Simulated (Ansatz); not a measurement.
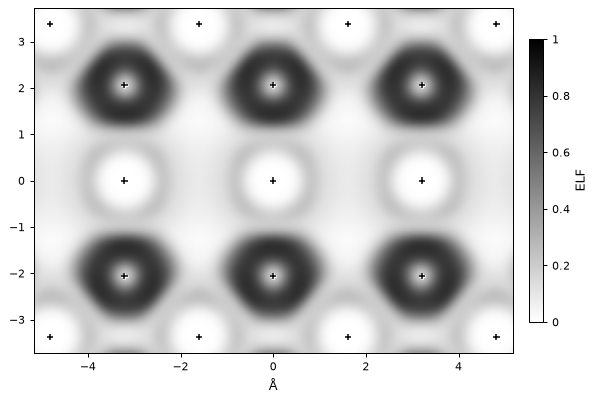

The electron localisation function on a plane through atoms (crosses mark nuclei in the plane).

All numbers below come from DFT PBEsol, scalar-relativistic, plane waves, PAW in Ansatz 0.2.0.

Candidates:
A. SnO2, a = 4.77 Å, b = 4.77 Å, c = 3.21 Å, α = 90.00°, β = 90.00°, γ = 90.00°. Space group P4₂/mnm.
B. TiC, a = 4.29 Å, b = 4.29 Å, c = 4.29 Å, α = 90.00°, β = 90.00°, γ = 90.00°. Space group Fm-3m; computed without spin polarisation.

### Which candidate gave the map?

Candidate A: SnO2 on the (11̄0) plane of the conventional cell, which holds Sn and O. Sn–O (2.07 Å): the ELF peaks at about 0.80 in the valence shell of O, 0.6 Å from its nucleus, and is about 0.25 at the midpoint (no localised pair shows between them).
